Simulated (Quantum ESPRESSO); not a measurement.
# F on fcc sites of Co(0001): a series in the coverage, part 9 of 10

Wanted: a table for F on fcc sites of Co(0001) against the coverage, and what can be fitted to it.

Quantum ESPRESSO 7.5; plane-wave DFT, PBE, GBRV ultrasoft pseudopotentials.

So far. Step 9 (Relaxing the ions, 0.75 ML): The relaxation lowers the energy by 156 meV an atom. On the free atoms the largest force ends at 0.037 eV/Å. Step 10 (Ground state, 0.75 ML): Inside the slab this potential holds the local part of the pseudopotentials, which can be repulsive at the nuclei; only its value in the vacuum has a meaning of its own.

**11. Relaxation with pw.x, 1 ML**

System of this step: Co(0001), 3 layers, 1 sites a cell, 1 F on fcc sites. The cell holds 4 atoms: 3 Co and 1 F. Its edges and angles: a = 2.491 Å, b = 2.491 Å, c = 19.005 Å, α = 90.0°, β = 90.0°, γ = 60.0°. It derives from Co. Vacuum lies along c.

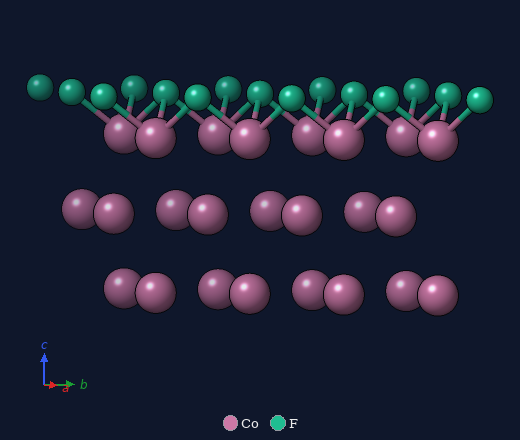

The cell of this step (cobalt pink, fluorine teal). Bonds to atoms that aren't drawn are left out. 2×4×1 cells are drawn. Some periodic images of atoms are drawn too.

The input, m7.relax.in:

```
&control
  prefix = 'm7.relax'
  outdir = './out'
  pseudo_dir = './pseudo'
  nstep = 70
  forc_conv_thr = 0.0015
  calculation = 'relax'
/
&system
  ibrav = 0
  nat = 4
  ntyp = 2
  ecutwfc = 40
  ecutrho = 200
  occupations = 'smearing'
  smearing = 'mv'
  degauss = 0.02
  nspin = 2
  starting_magnetization(1) = 0.28
/
&electrons
  conv_thr = 1e-07
  mixing_beta = 0.3
  electron_maxstep = 120
  mixing_mode = 'local-TF'
/
&ions
/
ATOMIC_SPECIES
  Co  58.9332  co_pbe_v1.2.uspp.F.UPF
  F   18.9984  f_pbe_v1.4.uspp.F.UPF
CELL_PARAMETERS angstrom
  2.49074849200000 0.00000000000000 0.00000000000000
  1.24537424600000 2.15705146850978 0.00000000000000
  0.00000000000000 0.00000000000000 19.00516934814567
ATOMIC_POSITIONS crystal
  Co  0.666666666700 0.666666666700 0.364797138053 0 0 0
  Co  0.333333333400 0.333333333400 0.470880666937 0 0 0
  Co  0.666666666700 0.666666666700 0.576964195822
  F   0.000000000000 0.000000000000 0.635202861947
K_POINTS automatic
  10 10 1 0 0 0
```

Command:

```bash
$ OMP_NUM_THREADS=1 mpirun -n 8 pw.x -nk 4 -in m7.relax.in > m7.relax.out
```

Log:

```text
[banner, memory and clock lines left out]
Program PWSCF v.7.5 starts
[...]
Message from routine setup:
[...]
number of electrons       =        58.00
     number of Kohn-Sham states=           35
     kinetic-energy cutoff     =      40.0000  Ry
     charge density cutoff     =     200.0000  Ry
[...]
number of k points=    14  Marzari-Vanderbilt smearing, width (Ry)=  0.0200
[...]
Dense  grid:    33029 G-vectors     FFT dimensions: (  24,  24, 162)
[...]
negative rho (up, down):  7.860E-05 6.583E-05
     Starting wfcs are   43 randomized atomic wfcs
[...]
negative rho (up, down):  3.928E-02 3.568E-02
[...]
estimated scf accuracy    <     323.34368848 Ry
     total magnetization       =     2.43 Bohr mag/cell
     absolute magnetization    =     2.82 Bohr mag/cell
[...]
negative rho (up, down):  5.722E-02 5.299E-02
[...]
estimated scf accuracy    <      55.33857148 Ry
     total magnetization       =     4.27 Bohr mag/cell
     absolute magnetization    =     5.05 Bohr mag/cell
[...]
negative rho (up, down):  4.606E-02 4.317E-02
[...]
estimated scf accuracy    <      11.75418599 Ry
     total magnetization       =     4.68 Bohr mag/cell
     absolute magnetization    =     5.01 Bohr mag/cell
[...]
negative rho (up, down):  4.301E-02 4.000E-02
[...]
estimated scf accuracy    <       3.34200694 Ry
     total magnetization       =     4.95 Bohr mag/cell
     absolute magnetization    =     5.37 Bohr mag/cell
[...]
negative rho (up, down):  3.592E-02 3.348E-02
[...]
estimated scf accuracy    <       1.57810151 Ry
     total magnetization       =     5.41 Bohr mag/cell
     absolute magnetization    =     5.90 Bohr mag/cell
[...]
negative rho (up, down):  2.066E-02 2.067E-02
[...]
estimated scf accuracy    <       1.44473072 Ry
     total magnetization       =     5.44 Bohr mag/cell
     absolute magnetization    =     5.90 Bohr mag/cell
[...]
negative rho (up, down):  1.319E-02 1.330E-02
[...]
estimated scf accuracy    <       0.78638229 Ry
     total magnetization       =     5.48 Bohr mag/cell
     absolute magnetization    =     5.87 Bohr mag/cell
[...]
negative rho (up, down):  9.457E-03 9.530E-03
[...]
estimated scf accuracy    <       0.15150565 Ry
     total magnetization       =     5.57 Bohr mag/cell
     absolute magnetization    =     5.99 Bohr mag/cell
[...]
negative rho (up, down):  1.985E-05 2.051E-05
[...]
estimated scf accuracy    <       0.38301033 Ry
     total magnetization       =     5.49 Bohr mag/cell
     absolute magnetization    =     5.91 Bohr mag/cell
[...]
negative rho (up, down):  2.229E-05 1.624E-05
[...]
estimated scf accuracy    <       0.03627544 Ry
     total magnetization       =     5.71 Bohr mag/cell
     absolute magnetization    =     6.15 Bohr mag/cell
[...]
negative rho (up, down):  1.649E-04 1.214E-04
[...]
estimated scf accuracy    <       0.02580517 Ry
     total magnetization       =     5.77 Bohr mag/cell
     absolute magnetization    =     6.23 Bohr mag/cell
[...]
negative rho (up, down):  1.652E-04 5.929E-05
[...]
estimated scf accuracy    <       0.02158537 Ry
     total magnetization       =     5.76 Bohr mag/cell
     absolute magnetization    =     6.24 Bohr mag/cell
[...]
negative rho (up, down):  3.966E-03 3.902E-03
[...]
estimated scf accuracy    <       0.01381315 Ry
     total magnetization       =     5.76 Bohr mag/cell
     absolute magnetization    =     6.25 Bohr mag/cell
[...]
negative rho (up, down):  6.735E-03 6.635E-03
[...]
estimated scf accuracy    <       0.01374521 Ry
     total magnetization       =     5.76 Bohr mag/cell
     absolute magnetization    =     6.26 Bohr mag/cell
[...]
negative rho (up, down):  7.294E-03 7.330E-03
[...]
estimated scf accuracy    <       0.00489410 Ry
     total magnetization       =     5.76 Bohr mag/cell
     absolute magnetization    =     6.27 Bohr mag/cell
[...]
negative rho (up, down):  5.457E-03 5.272E-03
[...]
estimated scf accuracy    <       0.00216523 Ry
     total magnetization       =     5.75 Bohr mag/cell
     absolute magnetization    =     6.26 Bohr mag/cell
[...]
negative rho (up, down):  3.004E-03 2.825E-03
[...]
estimated scf accuracy    <       0.00117875 Ry
     total magnetization       =     5.76 Bohr mag/cell
     absolute magnetization    =     6.27 Bohr mag/cell
[...]
negative rho (up, down):  6.826E-04 5.941E-04
[...]
estimated scf accuracy    <       0.00036158 Ry
     total magnetization       =     5.76 Bohr mag/cell
     absolute magnetization    =     6.27 Bohr mag/cell
[...]
negative rho (up, down):  1.974E-04 1.823E-04
[...]
estimated scf accuracy    <       0.00008407 Ry
     total magnetization       =     5.76 Bohr mag/cell
     absolute magnetization    =     6.27 Bohr mag/cell
[...]
negative rho (up, down):  2.912E-05 2.948E-05
[...]
estimated scf accuracy    <       0.00001067 Ry
     total magnetization       =     5.76 Bohr mag/cell
     absolute magnetization    =     6.27 Bohr mag/cell
[...]
negative rho (up, down):  2.161E-05 2.015E-05
[...]
estimated scf accuracy    <       0.00000347 Ry
     total magnetization       =     5.76 Bohr mag/cell
     absolute magnetization    =     6.27 Bohr mag/cell
[...]
negative rho (up, down):  3.582E-05 3.563E-05
[...]
estimated scf accuracy    <       0.00000105 Ry
     total magnetization       =     5.76 Bohr mag/cell
     absolute magnetization    =     6.27 Bohr mag/cell
[...]
negative rho (up, down):  3.908E-05 3.581E-05
[...]
estimated scf accuracy    <       0.00000069 Ry
     total magnetization       =     5.76 Bohr mag/cell
     absolute magnetization    =     6.27 Bohr mag/cell
[...]
negative rho (up, down):  4.923E-05 4.668E-05
[...]
estimated scf accuracy    <       0.00000022 Ry
     total magnetization       =     5.76 Bohr mag/cell
     absolute magnetization    =     6.27 Bohr mag/cell
[...]
negative rho (up, down):  3.933E-05 4.093E-05
[...]
the Fermi energy is     3.4492 ev
!    total energy              =    -943.95092649 Ry
     estimated scf accuracy    <       0.00000010 Ry
     smearing contrib. (-TS)   =       0.00077697 Ry
     internal energy E=F+TS    =    -943.95170346 Ry
[...]
one-electron contribution =   -6190.71462207 Ry
     hartree contribution      =    3103.47885027 Ry
     xc contribution           =    -107.61423736 Ry
[...]
negative rho (up, down):  4.215E-05 4.242E-05
[...]
estimated scf accuracy    <       0.00000005 Ry
     total magnetization       =     5.85 Bohr mag/cell
     absolute magnetization    =     6.34 Bohr mag/cell
[...]
negative rho (up, down):  3.871E-05 3.958E-05
[...]
estimated scf accuracy    <       0.00000002 Ry
     total magnetization       =     5.85 Bohr mag/cell
     absolute magnetization    =     6.34 Bohr mag/cell
[...]
negative rho (up, down):  3.907E-05 4.020E-05
[...]
the Fermi energy is     2.6737 ev
!    total energy              =    -943.99657904 Ry
     estimated scf accuracy    <          8.3E-09 Ry
     smearing contrib. (-TS)   =      -0.00042992 Ry
     internal energy E=F+TS    =    -943.99614912 Ry
[...]
one-electron contribution =   -6157.12432504 Ry
     hartree contribution      =    3085.63304970 Ry
     xc contribution           =    -107.43524666 Ry
     ewald contribution        =    2234.93037288 Ry
     total magnetization       =     5.85 Bohr mag/cell
     absolute magnetization    =     6.34 Bohr mag/cell
     convergence has been achieved in  15 iterations
     negative rho (up, down):  3.907E-05 4.020E-05
[...]
Total force =     0.031470     Total SCF correction =     0.000184
[...]
negative rho (up, down):  8.374E-05 8.790E-05
[...]
negative rho (up, down):  1.394E-04 1.484E-04
[...]
estimated scf accuracy    <       0.18612521 Ry
     total magnetization       =     5.87 Bohr mag/cell
     absolute magnetization    =     6.33 Bohr mag/cell
[...]
negative rho (up, down):  1.714E-04 1.792E-04
[...]
estimated scf accuracy    <       0.03431561 Ry
     total magnetization       =     5.88 Bohr mag/cell
     absolute magnetization    =     6.37 Bohr mag/cell
[...]
negative rho (up, down):  5.502E-04 5.272E-04
[...]
estimated scf accuracy    <       0.01603983 Ry
     total magnetization       =     5.88 Bohr mag/cell
     absolute magnetization    =     6.36 Bohr mag/cell
[...]
negative rho (up, down):  7.499E-04 7.203E-04
[...]
estimated scf accuracy    <       0.00769394 Ry
     total magnetization       =     5.88 Bohr mag/cell
     absolute magnetization    =     6.37 Bohr mag/cell
[...]
negative rho (up, down):  9.265E-04 9.186E-04
[...]
estimated scf accuracy    <       0.00170241 Ry
     total magnetization       =     5.88 Bohr mag/cell
     absolute magnetization    =     6.37 Bohr mag/cell
[...]
negative rho (up, down):  1.024E-03 1.024E-03
[...]
estimated scf accuracy    <       0.00197402 Ry
     total magnetization       =     5.88 Bohr mag/cell
     absolute magnetization    =     6.37 Bohr mag/cell
[...]
negative rho (up, down):  8.837E-04 8.870E-04
[...]
estimated scf accuracy    <       0.00017112 Ry
     total magnetization       =     5.88 Bohr mag/cell
     absolute magnetization    =     6.37 Bohr mag/cell
[...]
negative rho (up, down):  7.753E-04 7.757E-04
[...]
estimated scf accuracy    <       0.00004278 Ry
     total magnetization       =     5.88 Bohr mag/cell
     absolute magnetization    =     6.37 Bohr mag/cell
[...]
negative rho (up, down):  4.783E-04 4.721E-04
[...]
estimated scf accuracy    <       0.00001531 Ry
     total magnetization       =     5.88 Bohr mag/cell
     absolute magnetization    =     6.37 Bohr mag/cell
[...]
negative rho (up, down):  2.456E-04 2.374E-04
[...]
estimated scf accuracy    <       0.00000622 Ry
     total magnetization       =     5.88 Bohr mag/cell
     absolute magnetization    =     6.37 Bohr mag/cell
[...]
negative rho (up, down):  1.599E-04 1.533E-04
[...]
estimated scf accuracy    <       0.00000267 Ry
     total magnetization       =     5.88 Bohr mag/cell
     absolute magnetization    =     6.37 Bohr mag/cell
[...]
negative rho (up, down):  7.750E-05 7.259E-05
[...]
estimated scf accuracy    <       0.00000123 Ry
     total magnetization       =     5.88 Bohr mag/cell
     absolute magnetization    =     6.37 Bohr mag/cell
[...]
negative rho (up, down):  5.195E-05 4.780E-05
[...]
estimated scf accuracy    <       0.00000044 Ry
     total magnetization       =     5.88 Bohr mag/cell
     absolute magnetization    =     6.37 Bohr mag/cell
[...]
negative rho (up, down):  4.174E-05 3.913E-05
[...]
absolute magnetization    =     6.37 Bohr mag/cell
[...]
negative rho (up, down):  4.049E-05 3.916E-05
[...]
the Fermi energy is     2.6259 ev
!    total energy              =    -943.99878227 Ry
     estimated scf accuracy    <       0.00000001 Ry
     smearing contrib. (-TS)   =      -0.00013700 Ry
     internal energy E=F+TS    =    -943.99864527 Ry
[...]
one-electron contribution =   -6109.37352559 Ry
     hartree contribution      =    3061.69355246 Ry
     xc contribution           =    -107.40947247 Ry
     ewald contribution        =    2211.09080033 Ry
     total magnetization       =     5.88 Bohr mag/cell
     absolute magnetization    =     6.37 Bohr mag/cell
     convergence has been achieved in  17 iterations
     negative rho (up, down):  4.049E-05 3.916E-05
[...]
Total force =     0.032372     Total SCF correction =     0.000687
[...]
negative rho (up, down):  9.935E-05 1.091E-04
[...]
negative rho (up, down):  1.917E-04 2.071E-04
[...]
estimated scf accuracy    <       0.83402495 Ry
     total magnetization       =     5.87 Bohr mag/cell
     absolute magnetization    =     6.31 Bohr mag/cell
[...]
negative rho (up, down):  2.606E-04 2.740E-04
[...]
estimated scf accuracy    <       0.19806313 Ry
     total magnetization       =     5.92 Bohr mag/cell
     absolute magnetization    =     6.42 Bohr mag/cell
[...]
negative rho (up, down):  7.812E-04 7.709E-04
[...]
estimated scf accuracy    <       0.04839018 Ry
     total magnetization       =     5.92 Bohr mag/cell
     absolute magnetization    =     6.40 Bohr mag/cell
[...]
negative rho (up, down):  1.389E-03 1.340E-03
[...]
estimated scf accuracy    <       0.05649674 Ry
     total magnetization       =     5.93 Bohr mag/cell
     absolute magnetization    =     6.40 Bohr mag/cell
[...]
negative rho (up, down):  1.876E-03 1.857E-03
[...]
estimated scf accuracy    <       0.01748302 Ry
     total magnetization       =     5.92 Bohr mag/cell
     absolute magnetization    =     6.41 Bohr mag/cell
[...]
negative rho (up, down):  2.188E-03 2.191E-03
[...]
estimated scf accuracy    <       0.01296848 Ry
     total magnetization       =     5.92 Bohr mag/cell
     absolute magnetization    =     6.43 Bohr mag/cell
[...]
negative rho (up, down):  1.969E-03 1.982E-03
[...]
estimated scf accuracy    <       0.00122883 Ry
     total magnetization       =     5.92 Bohr mag/cell
     absolute magnetization    =     6.42 Bohr mag/cell
[...]
negative rho (up, down):  1.791E-03 1.798E-03
[...]
estimated scf accuracy    <       0.00102564 Ry
     total magnetization       =     5.92 Bohr mag/cell
     absolute magnetization    =     6.42 Bohr mag/cell
[...]
negative rho (up, down):  1.319E-03 1.315E-03
[...]
estimated scf accuracy    <       0.00009091 Ry
     total magnetization       =     5.92 Bohr mag/cell
     absolute magnetization    =     6.42 Bohr mag/cell
[...]
negative rho (up, down):  8.674E-04 8.558E-04
[...]
estimated scf accuracy    <       0.00006545 Ry
     total magnetization       =     5.92 Bohr mag/cell
     absolute magnetization    =     6.42 Bohr mag/cell
[...]
negative rho (up, down):  5.369E-04 5.229E-04
[...]
estimated scf accuracy    <       0.00002825 Ry
     total magnetization       =     5.92 Bohr mag/cell
     absolute magnetization    =     6.42 Bohr mag/cell
[...]
negative rho (up, down):  1.838E-04 1.729E-04
[...]
estimated scf accuracy    <       0.00000948 Ry
     total magnetization       =     5.92 Bohr mag/cell
     absolute magnetization    =     6.42 Bohr mag/cell
[...]
```

The job ended after 93 s (8 MPI ranks of Arm Neoverse V1, shared host; peak memory 0.59 GiB).

The steps of the relaxation:

| step | energy less that of the first step (eV) | largest force (eV/Å) |
| --- | --- | --- |
| 1 | 0.0000 | 5.3705 |
| 2 | -0.5699 | 1.1933 |
| 3 | -0.5975 | 0.6853 |
| 4 | -0.6211 | 0.7298 |
| 5 | -0.6511 | 0.8322 |
| 6 | -0.6834 | 0.7321 |
| 7 | -0.6979 | 0.4399 |
| 8 | -0.7025 | 0.1461 |
| 9 | -0.7032 | 0.0332 |

The atoms that moved most (Å):

| atom | dx | dy | dz | length |
| --- | --- | --- | --- | --- |
| F4 | 0.000 | 0.000 | 0.353 | 0.353 |
| Co3 | 0.000 | 0.000 | 0.072 | 0.072 |

The relaxation lowers the energy by 176 meV an atom. On the free atoms the largest force ends at 0.033 eV/Å.

Read from the output:

* free energy: -12843.8098 eV
* Fermi energy: 2.674 eV
* total moment: 5.95 μB
* absolute moment: 6.46 μB
* site moments: 1.789, 1.736, 2.09, 0.1974 μB

(Part 9 of 10 ends here.)

[Logs are printed without paths, hosts, clocks, repeated set-up lines and the standing remarks that a program may print on its own settings, such as how far it seeks lower states.]

[Hosts, paths, dates, database ids (printed as entryN), source tags and the programs' standing remarks are cut or masked in the printed files.]

[Maps of the electrostatic potential energy from Ansatz leave out the sawtooth potential of an applied field or a dipole correction, so their vacuum need not be flat; planar profiles and work functions include it.]
